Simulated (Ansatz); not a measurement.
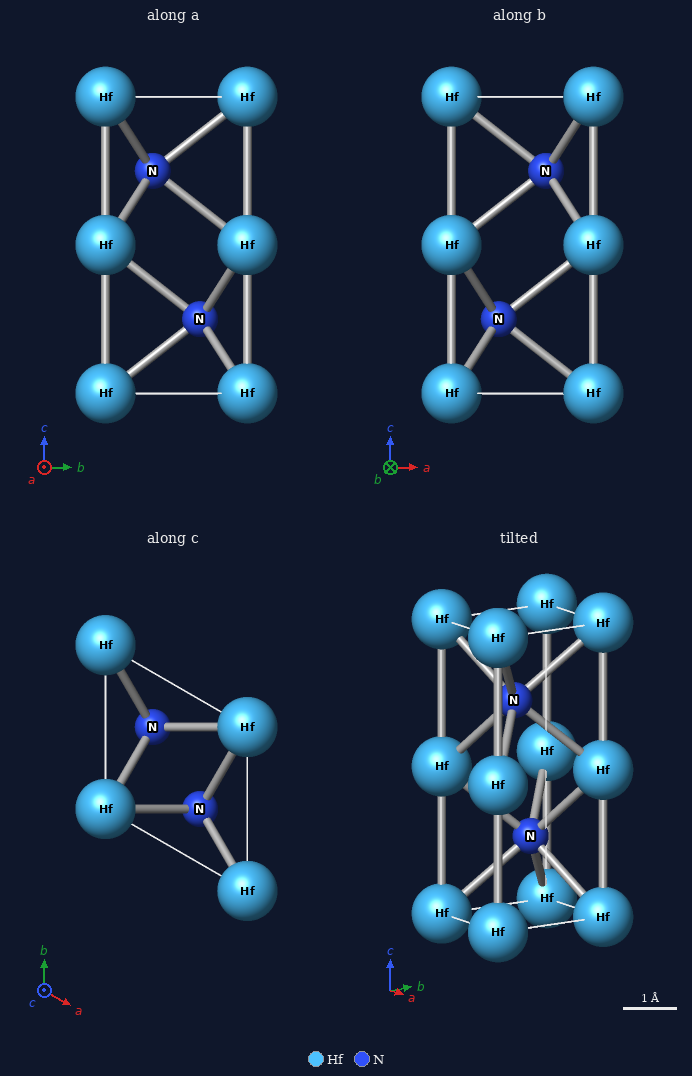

We look at a ball-and-stick model of the crystal along the a axis, along the b axis, along the c axis and slightly off an axis. One conventional unit cell is framed, with atoms on its boundary repeated.

Lattice parameters: a = 3.1160 Å, b = 3.1160 Å, c = 5.6382 Å, α = 90.000°, β = 90.000°, γ = 120.000°.

> Write down what is shown as a CIF with its space group and independent sites.

```cif
data_structure
_symmetry_space_group_name_H-M 'P 63/m m c'
_symmetry_Int_Tables_number 194
_cell_length_a 3.1160
_cell_length_b 3.1160
_cell_length_c 5.6382
_cell_angle_alpha 90.000
_cell_angle_beta 90.000
_cell_angle_gamma 120.000
_cell_volume 47.41
loop_
_atom_site_label
_atom_site_type_symbol
_atom_site_symmetry_multiplicity
_atom_site_Wyckoff_symbol
_atom_site_fract_x
_atom_site_fract_y
_atom_site_fract_z
_atom_site_occupancy
Hf1 Hf 2 a 0.0000 0.0000 0.0000 1
N1 N 2 c 0.3333 0.6667 0.2500 1
```

It goes back to a structure type filled with these elements by a generator (whether the compound takes this form wasn't checked). Earlier steps of the study may have refined or changed the cell and positions. It was run through Ansatz as a DFT input.
